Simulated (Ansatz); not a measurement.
**C10O: geometry relaxation (part 2 of 3)**

Continued. System: C10O (slab, 11 atoms in the cell). Method: DFT PBEsol, scalar-relativistic, plane waves, PAW, spin-polarised (Ansatz 0.2.0); cutoff 420 eV, 12×12×1 k-mesh, Gaussian smearing of 0.05 eV, collinear spins. The structure derives from an entry of the Crystallography Open Database. The input holds or restrains some coordinates. Forces given for the steps count only the free coordinates. It belongs to a series of runs on one base structure; here: O put at a bridge C-C site.

Geometry of the input (Å; fractional positions):
```
2.4988  0.0000  0.0000
-1.2494  2.1640  0.0000
0.0000  0.0000  27.8443
C  0.3333  0.6667  0.3053
C  0.6667  0.3333  0.3240
C  0.6667  0.3333  0.3800
C  0.3333  0.6667  0.3988
C  0.3333  0.6667  0.4547
C  0.6667  0.3333  0.4675
C  0.6667  0.3333  0.5764
C  0.3333  0.6667  0.5767
C  0.3333  0.6667  0.7160
C  0.6667  0.3333  0.7160
O  0.1667  -0.1667  0.7606
```

### What the program printed, continued
```
SCF iter   1: F=—  HF=-3018.519228 eV  |F-HF|=—  |Δ(HF+E_count)|=         —  Δρ=1.52e-2 (↑1.52e-2 ↓1.51e-2)  dr2=6.76e-1  dr2_m=8.73e-2  M=0.002 μB ∫|m|=1.797 μB  β_m=0.30  ethr=1.46e-3  p=-0.046 e·Å  D=-5.57e-2 V/Å  ΔV_dip=1.55 eV  dr2_dipole=2.98e-2  V_vac-E_F(+/−)=6.84/5.29 eV  ⟨swp⟩=1.1  Hψ=15524  notcnv=0  defer=251
efield: sawtooth ramp at fractional position 0.0129 (handed on by an earlier solve), width 0.0400; the density the first Hamiltonian is built on has a dipole p = -0.046 e·Å; the dipole correction subtracts the counter field D = -5.57e-2 V/Å, which shifts the + side's vacuum level by +1.55 eV against the − side's; the planar-averaged density in the ramp window peaks in size at 2.8e-6 e/Å³
preconditioner: auto → LDOS  [metal: Δε(μ)=0.019 eV  Ē_g=15.655 eV  σ=0.050 eV  W_gap=0.21  n_scr=18 (ndim 8)  ℏωp=20.5 eV  f_vac=0.443  D(μ)=0.37/eV (n_scr^D=4)]
spin=Collinear: LDOS preconditioning applied to the charge; magnetization (m = ρ↑ − ρ↓) channel mixes plain (no charge-response kernel on spin).
SCF iter   2: F=—  HF=-3018.379755 eV  |F-HF|=—  |Δ(HF+E_count)|=   1.39e-1  Δρ=9.75e-3 (↑9.75e-3 ↓9.68e-3)  dr2=1.62e-1  dr2_m=4.71e-2  M=0.003 μB ∫|m|=1.785 μB  β_m=0.45  ethr=1.46e-3  p=-0.050 e·Å  D=-6.02e-2 V/Å  ΔV_dip=1.68 eV  dr2_dipole=1.23e-2  V_vac-E_F(+/−)=6.89/5.21 eV  ⟨swp⟩=2.5  Hψ=3863  notcnv=0  defer=251
density mixer auto → msr1: a metal under ldos (density of states about μ 0.45 of a free-electron gas's, 18 screened modes)
SCF iter   3: F=—  HF=-3018.369381 eV  |F-HF|=—  |Δ(HF+E_count)|=   1.04e-2  Δρ=3.47e-3 (↑3.47e-3 ↓3.30e-3)  dr2=9.35e-3  dr2_m=8.77e-3  M=0.001 μB ∫|m|=1.769 μB  β_m=0.57  ethr=3.53e-4  p=-0.056 e·Å  D=-6.72e-2 V/Å  ΔV_dip=1.87 eV  dr2_dipole=1.53e-4  V_vac-E_F(+/−)=6.98/5.11 eV  ⟨swp⟩=2.6  Hψ=5354  notcnv=0  defer=508
SCF iter   4: F=—  HF=-3018.374853 eV  |F-HF|=—  |Δ(HF+E_count)|=   5.47e-3  Δρ=8.75e-4 (↑7.39e-4 ↓8.75e-4)  dr2=1.50e-3  dr2_m=6.83e-4  M=0.001 μB ∫|m|=1.761 μB  β_m=0.63  ethr=2.03e-5  p=-0.056 e·Å  D=-6.68e-2 V/Å  ΔV_dip=1.86 eV  dr2_dipole=3.08e-4  V_vac-E_F(+/−)=6.95/5.09 eV  ⟨swp⟩=2.0  Hψ=4875  notcnv=0  defer=542
SCF iter   5: F=—  HF=-3018.375236 eV  |F-HF|=—  |Δ(HF+E_count)|=   3.83e-4  Δρ=2.51e-4 (↑2.51e-4 ↓2.33e-4)  dr2=4.98e-4  dr2_m=6.74e-5  M=0.001 μB ∫|m|=1.758 μB  β_m=0.73  ethr=3.26e-6  p=-0.056 e·Å  D=-6.71e-2 V/Å  ΔV_dip=1.87 eV  dr2_dipole=2.57e-4  V_vac-E_F(+/−)=6.95/5.08 eV  ⟨swp⟩=2.0  Hψ=3446  notcnv=0  defer=542
SCF iter   6: F=—  HF=-3018.375275 eV  |F-HF|=—  |Δ(HF+E_count)|=   3.91e-5  Δρ=1.66e-4 (↑7.38e-5 ↓1.66e-4)  dr2=4.38e-4  dr2_m=9.78e-6  M=0.000 μB ∫|m|=1.756 μB  β_m=0.78  ethr=1.08e-6  p=-0.056 e·Å  D=-6.72e-2 V/Å  ΔV_dip=1.87 eV  dr2_dipole=2.85e-4  V_vac-E_F(+/−)=6.94/5.07 eV  ⟨swp⟩=1.9  Hψ=3381  notcnv=0  defer=542
SCF iter   7: F=—  HF=-3018.375256 eV  |F-HF|=—  |Δ(HF+E_count)|=   1.90e-5  Δρ=8.65e-5 (↑8.64e-5 ↓8.65e-5)  dr2=1.76e-4  dr2_m=1.23e-6  M=-0.001 μB ∫|m|=1.753 μB  β_m=0.68  ethr=9.52e-7  p=-0.057 e·Å  D=-6.81e-2 V/Å  ΔV_dip=1.90 eV  dr2_dipole=9.58e-5  V_vac-E_F(+/−)=6.95/5.05 eV  ⟨swp⟩=1.7  Hψ=3188  notcnv=0  defer=542
SCF iter   8: F=-3018.375228 eV  HF=-3018.375242 eV  |F-HF|=1.38e-5  |Δ(HF+E_count)|=   1.46e-5  Δρ=6.86e-5 (↑6.81e-5 ↓6.86e-5)  dr2=2.32e-5  dr2_m=2.20e-6  M=-0.003 μB ∫|m|=1.751 μB  ethr=2.17e-7  p=-0.057 e·Å  D=-6.89e-2 V/Å  ΔV_dip=1.92 eV  dr2_dipole=1.33e-8  V_vac-E_F(+/−)=6.95/5.04 eV  ⟨swp⟩=24.0  Hψ=35089  notcnv=0
SCF 2 converged in 8 iterations: F = -3018.375228 eV  dr2 = 2.32e-5
[... from here on the iterations of each SCF are left out, up to the last one ...]
relax step   2: F+E_penalty+E_count = -3018.37522780 eV  Δ(F+E_penalty+E_count) = -4.110e-1 eV  max|allowed force component| = 1.459e0 eV/Å  Δτ_max = 0.1949 Å  (8 SCF iters, dr2 threshold 1.00e-4 eV, accepted)
[... from here on the SCF iterations and repeated set-up lines of each step are left out, up to the last step ...]
SCF 3 converged in 9 iterations: F = -3018.517178 eV  dr2 = 1.21e-5
relax step   3: F+E_penalty+E_count = -3018.51717791 eV  Δ(F+E_penalty+E_count) = -1.420e-1 eV  max|allowed force component| = 1.160e0 eV/Å  Δτ_max = 0.1936 Å  (9 SCF iters, dr2 threshold 1.00e-4 eV, accepted)
SCF 4 converged in 8 iterations: F = -3018.566975 eV  dr2 = 2.36e-6
relax step   4: F+E_penalty+E_count = -3018.56697496 eV  Δ(F+E_penalty+E_count) = -4.980e-2 eV  max|allowed force component| = 1.192e0 eV/Å  Δτ_max = 0.0669 Å  (8 SCF iters, dr2 threshold 1.00e-4 eV, accepted)
SCF 5 converged in 10 iterations: F = -3018.624129 eV  dr2 = 2.58e-6
relax step   5: F+E_penalty+E_count = -3018.62412899 eV  Δ(F+E_penalty+E_count) = -5.715e-2 eV  max|allowed force component| = 5.285e-1 eV/Å  Δτ_max = 0.1244 Å  (10 SCF iters, dr2 threshold 1.00e-4 eV, accepted)
SCF 6 converged in 9 iterations: F = -3018.631891 eV  dr2 = 8.80e-7
relax step   6: F+E_penalty+E_count = -3018.63189119 eV  Δ(F+E_penalty+E_count) = -7.762e-3 eV  max|allowed force component| = 1.246e-1 eV/Å  Δτ_max = 0.0578 Å  (9 SCF iters, dr2 threshold 5.49e-5 eV, accepted)
SCF 7 converged in 12 iterations: F = -3018.633653 eV  dr2 = 3.55e-8
relax step   7: F+E_penalty+E_count = -3018.63365309 eV  Δ(F+E_penalty+E_count) = -1.762e-3 eV  max|allowed force component| = 4.319e-2 eV/Å  Δτ_max = 0.0528 Å  (12 SCF iters, dr2 threshold 9.70e-7 eV, accepted)
SCF 8 converged in 12 iterations: F = -3018.634245 eV  dr2 = 9.02e-10
relax step   8: F+E_penalty+E_count = -3018.63424515 eV  Δ(F+E_penalty+E_count) = -5.921e-4 eV  max|allowed force component| = 1.402e-1 eV/Å  Δτ_max = 0.0598 Å  (12 SCF iters, accepted)
SCF 9 converged in 13 iterations: F = -3018.636553 eV  dr2 = 1.39e-8
relax step   9: F+E_penalty+E_count = -3018.63655342 eV  Δ(F+E_penalty+E_count) = -2.308e-3 eV  max|allowed force component| = 1.344e-1 eV/Å  Δτ_max = 0.1951 Å  (13 SCF iters, dr2 threshold 2.36e-6 eV, accepted)
SCF 10 converged in 11 iterations: F = -3018.637702 eV  dr2 = 2.81e-7
relax step  10: F+E_penalty+E_count = -3018.63770212 eV  Δ(F+E_penalty+E_count) = -1.149e-3 eV  max|allowed force component| = 6.354e-2 eV/Å  Δτ_max = 0.1992 Å  (11 SCF iters, dr2 threshold 1.66e-5 eV, accepted)
SCF 11 converged in 11 iterations: F = -3018.638149 eV  dr2 = 1.45e-7
relax step  11: F+E_penalty+E_count = -3018.63814888 eV  Δ(F+E_penalty+E_count) = -4.468e-4 eV  max|allowed force component| = 1.641e-2 eV/Å  Δτ_max = 0.0481 Å  (11 SCF iters, dr2 threshold 9.02e-7 eV, accepted)
iter 1 solved again at ethr=3.14e-10 eV; its pass at ethr=3.10e-3 eV (dr2=1.45e-7 eV) is discarded
SCF iter   1: F=—  HF=-3018.638149 eV  |F-HF|=—  |Δ(HF+E_count)|=         —  Δρ=4.56e-6 (↑3.90e-6 ↓4.56e-6)  dr2=1.45e-7  dr2_m=1.09e-8  M=-0.012 μB ∫|m|=1.749 μB  β_m=1.20  ethr=3.14e-10  p=-0.074 e·Å  D=-8.88e-2 V/Å  ΔV_dip=2.47 eV  dr2_dipole=3.75e-9  V_vac-E_F(+/−)=7.46/4.99 eV  ⟨swp⟩=1.0  Hψ=8084  notcnv=0
efield: sawtooth ramp at fractional position 0.0129 (handed on by an earlier solve), width 0.0400; the density the first Hamiltonian is built on has a dipole p = -0.074 e·Å; the dipole correction subtracts the counter field D = -8.88e-2 V/Å, which shifts the + side's vacuum level by +2.47 eV against the − side's; the planar-averaged density in the ramp window peaks in size at 2.7e-6 e/Å³
preconditioner: auto → Resta (q_TF=auto, 2.239 Å⁻¹)  ε∞=2.7  [insulator: Δε(μ)=0.059 eV  Ē_g=15.585 eV  σ=0.050 eV  W_gap=0.60  n_scr=18 (ndim 8)  ℏωp=20.5 eV  f_vac=0.445  D(μ)=0.71/eV (n_scr^D=8)  ε∞_Penn≈2.7  vacuum switching on, ρ_ref=1.8e-2 e/Å³]
spin=Collinear: Resta preconditioning applied to the charge; magnetization (m = ρ↑ − ρ↓) channel mixes plain (no charge-response kernel on spin).
SCF iter   2: F=-3018.638149 eV  HF=-3018.638149 eV  |F-HF|=6.12e-9  |Δ(HF+E_count)|=   1.46e-8  Δρ=1.86e-6 (↑1.86e-6 ↓1.45e-6)  dr2=4.17e-8  dr2_m=1.33e-9  M=-0.012 μB ∫|m|=1.749 μB  ethr=2.17e-10  p=-0.074 e·Å  D=-8.88e-2 V/Å  ΔV_dip=2.47 eV  dr2_dipole=4.82e-9  V_vac-E_F(+/−)=7.46/4.98 eV  ⟨swp⟩=10.7  Hψ=23147  notcnv=0
SCF 12 converged in 2 iterations: F = -3018.638149 eV  dr2 = 4.17e-8
relax step  12: F+E_penalty+E_count = -3018.63814895 eV  Δ(F+E_penalty+E_count) = -7.119e-8 eV  max|allowed force component| = 1.646e-2 eV/Å  Δτ_max = 0.0000 Å  (2 SCF iters, accepted)
```

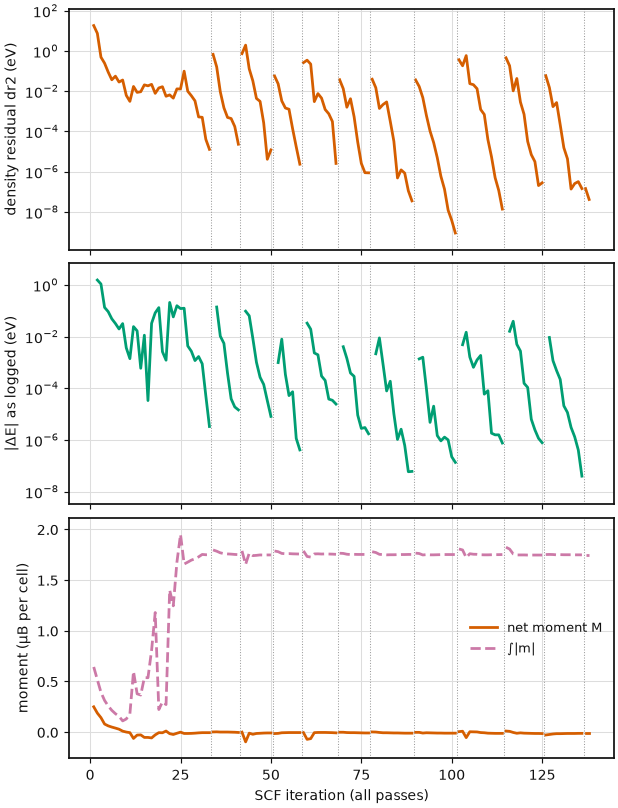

*Convergence of the self-consistent field: density residual dr2, size of the energy change and magnetic moment against the SCF iteration. The dotted lines part the SCF passes of the relaxation: geometry steps, rejected trials and re-solves on a re-selected basis.*

The 12 passes take 2 to 33 iterations each, 138 in all. The net moment goes from 0.2 to 0.0 μB per cell.

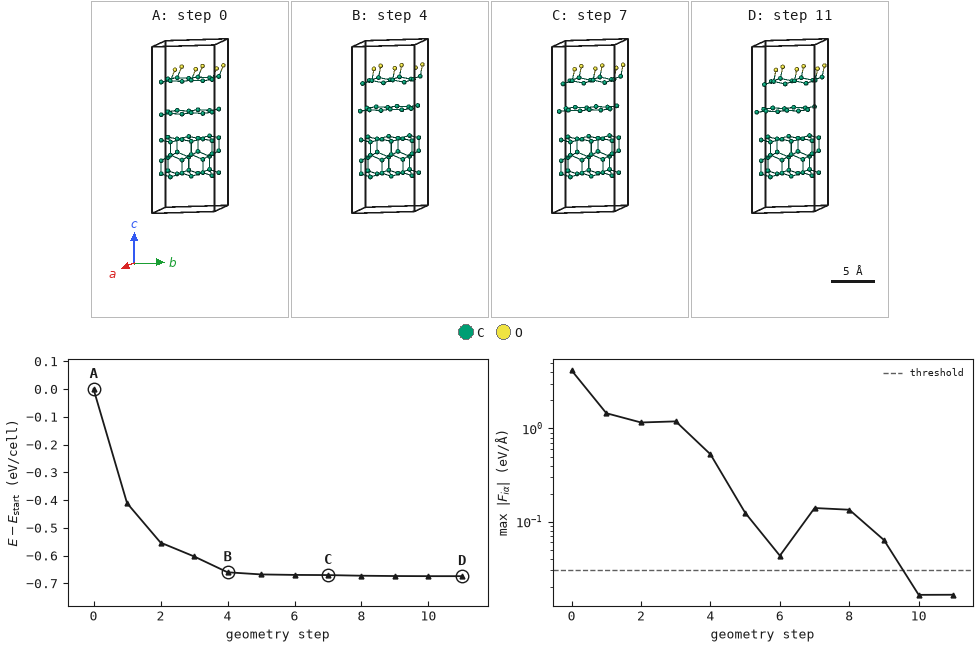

*Frames of the restrained relaxation (ball-and-stick view of the 2 × 3 repeat of the cell, with the vacuum cut short, seen slightly off an axis) above the curves, on which the letters mark them (the first geometry is step 0 here and step 1 in the log).*

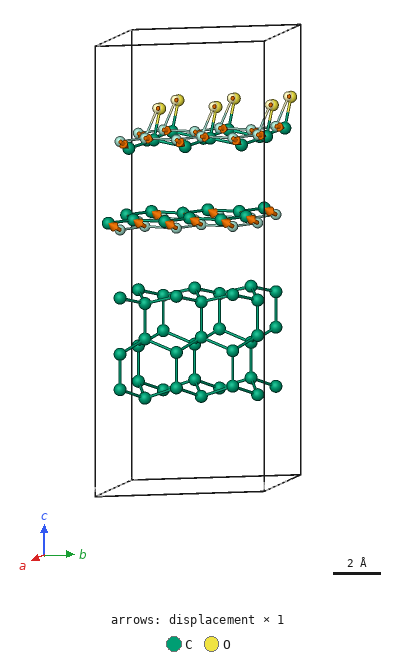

*Start (faint) and end (solid) with the displacements as orange arrows, at true length (ball-and-stick view of the 2 × 3 repeat of the cell, with the vacuum cut short, seen slightly off an axis).*

The largest moves, 0.77 Å, are those of C7 and C8. Largest moves by element: C 0.77 Å, O 0.16 Å. The cell stays as it was. Among the contacts that change: C9–O11 1.435 → 1.385 Å, C9–C10 1.443 → 1.471 Å, C5–C6 1.486 → 1.495 Å. Among the angles that change: C10–C9–O11 75.4° → 91.3°, C10–C9–O11 120.2° → 113.7°, C10–C9–C10 120.0° → 117.3°. The energy falls by 0.674 eV per cell of the calculation in 11 geometry steps. The largest force component goes from 4.2 to 0.016 eV/Å. (Atoms are counted from 1 in the order of the input.)

```
WARN: The output density's exchange-correlation potential varies sharply where the density is thin. Do not read a vacuum level from v_tot or v_xc, or from such a field of the output density. On a cell that repeats whose density bears no net charge and no dipole along the vacuum's axis use v_es (v_loc + v_h of the components); under efield.dipole_correction with no amplitude use v_es + v_field, which holds any external_charges[].barrier, or the levels of the report's work_function block, which leave it out; under a non-zero efield.amplitude the vacuum is tilted and has no level; on a cell that repeats and bears such a dipole with no correction it is tilted too, and efield.dipole_correction with no amplitude gives each side of its ramp a level where efield: is served; in a cell that repeats whose density bears a net charge (total_charge, or a fill off its count) it is curved and has none; of a slab under crystal.periodic whose density bears no net charge use v_es, which has a level on each side, short of where the two are joined; of another it falls or rises all the way out and has none; of a slab beside external_charges read slab_vacuum_level instead, which it has where they leave it neutral. The grid or the basis barely resolves most such structure, and the values can differ between equally converged runs; as a rule a tighter scf.convergence.dr2_threshold does not remove it. Where the density itself ripples (under the LDA too) a higher basis.ecutwfc lessens it. The files hold the spikes' plane waves up to the density's cutoff. Files: v_tot_of_output_density and the like, and their columns of v_z.tsv (output.write_potential); v_xc_of_output_density and the like, and their columns of v_comp_z.tsv (output.write_potential_components). Measured: with its Gaussian average of σ = 0.25 Å subtracted twice, the exchange-correlation potential is over 0.1 eV at 2652 of the grid points where the equally averaged density (valence and model cores) is under 1e-3 e/Å³, and 1.48 eV at the most among them, at an averaged density of 4.6e-7 e/Å³. The input density's (outcome.potential() and, of a run that writes arrays, v_tot and v_xc) is over 0.1 eV, so measured, at 242 points of its own thin density, 0.191 eV at the most. See output.write_potential in the manual, Limitations
SCF converged after 2 iterations
Stability not checked: this state was not tested for a lower state beside it, because the mixer in use, unlike msr1, does not test its closes by its own steps (another_mixer; see scf.mixing.algorithm and scf.lower_state_search)
Magnetization: -0.0120 μB (22.9940 up, 23.0060 down)
Absolute magnetization: 1.7487 μB (∫|ρ↑−ρ↓|, with the PAW one-centre terms)
Spin contamination: 0.7974 ħ² per cell (⟨S²⟩ above its minimum at these occupations)
Per-site moments (μB) at R_I (Å): [(-0.3378366782622783, 0.632953651918801), (0.009789737891500193, 0.632953651918801), (-0.046111581061049886, 0.6329536519188006), (0.059870481779807944, 0.6329536519188006), (-0.01860244803756745, 0.6165509648773334), (0.31559360283974197, 0.6165509648773334), (0.0021063910150637046, 0.5950411057429825), (0.0032123106408023126, 0.5950411057429825), (0.00018426160453205675, 0.5713050006969714), (-0.0013813935876013693, 0.5999882069264184), (0.0005316494116900566, 0.5713050006969714)]
Free energy (F): -3018.638149 eV
Harris-Foulkes:  -3018.638149 eV  (|F-HF|=6.12e-9)
Internal energy: -3018.637264 eV  (E = F + TS)
E sigma→0 (E₀):  -3018.637707 eV
Entropy (-TS):   -0.000885 eV (-0.080 meV/atom)
Fermi energy:    2.229163 eV
Dipole field:    D = -0.088689 V/Å  (p = -0.073797 e·Å, saw-weighted, corrected)
Work function:   Φ+ = 7.4564 eV   Φ− = 4.9869 eV
Levels:          The Fermi level and band energies are counted from a zero that moves with the ramp; work functions are not
--- Per-component energies (eV) ---
  E_band       = -336.611794
  E_kinetic    = 1082.468571
  E_local      = -35161.751537  (includes V_loc(G=0)·N_el)
  E_nonlocal   = 319.448619
  E_hartree    = 17106.446618
  E_xc         = -550.171677
  E_vxc        = -687.060437  (∫ρ·V_xc dr)
  E_paw        = -1104.445204  (= ΣΔE_a)
  E_vpaw       = -102.000546  (= ΣTr[D̂ρ^β])
  E_aug_tail   = 0.002372  (compensation charges beyond the density's cutoff)
  E_efield     = 0.003272  (sawtooth field / dipole correction)
  E_vefield    = -0.629336  (∫n·V_field dr)
  E_ewald      = 15289.115409
  E_core_change = 0.246293  (= ΣΔE_core)
  E_smearing   = -0.000885  (= −TS)
  E_closure    = -0.000000  (closes the sum)
  Σ components = -3018.638149   (vs F -3018.638149, Δ=0.00e0)
--- Forces (eV/Å), atoms counted from 1 ---
  atom   1  C      0.00117819    -0.00068023     3.40289976
  atom   2  C     -0.00096316     0.00055608    -4.21626228
  atom   3  C      0.00040686    -0.00023490     1.04855808
  atom   4  C      0.00353022    -0.00203817    -2.25552094
  atom   5  C     -0.00220423     0.00127262     2.03388144
  atom   6  C     -0.00086487     0.00049933    -0.01401608
  atom   7  C     -0.00709167     0.00409438    -0.00594022
  atom   8  C      0.00653115    -0.00377076     0.00971978
  atom   9  C     -0.00175877     0.00101543     0.00834170
  atom  10  C      0.00010934    -0.00006313     0.00478698
  atom  11  O      0.00113101    -0.00065299    -0.01645980
  max |Σ_I F_I| component: 1.16e-5 eV/Å
--- Band table (eV; the first three rows and the last of 86) ---
  k-point 0 ↑: bands = ["-21.4632", "-20.1095", "-18.0108", "-17.5324", "-15.4426", "-14.7995", "-9.9403", "-6.2505", "-5.5226", "-5.1290", "-2.9036", "-2.0864", "-1.5686", "-1.5673", "-1.3790", "-1.3685", "-0.1709", "-0.1697", "0.3833", "1.0349", "1.3121", "1.3122", "2.1798", "2.6613", "2.9241", "7.1850", "7.2775", "7.2785", "7.7324", "8.5441", "9.0324", "9.0710", "9.1188", "9.3225", "9.3249"]
  k-point 1 ↑: bands = ["-21.3264", "-19.9369", "-17.8420", "-17.3721", "-15.2821", "-14.6925", "-9.7847", "-6.0876", "-5.3949", "-4.9951", "-3.5905", "-2.4480", "-2.4218", "-2.0186", "-1.9188", "-1.6990", "-0.9728", "-0.5039", "0.3582", "0.7164", "0.9852", "1.0187", "2.2000", "2.5174", "2.9460", "7.2239", "7.4282", "7.7877", "7.9738", "8.7963", "9.1699", "9.2869", "9.4415", "9.6042", "9.7416"]
```
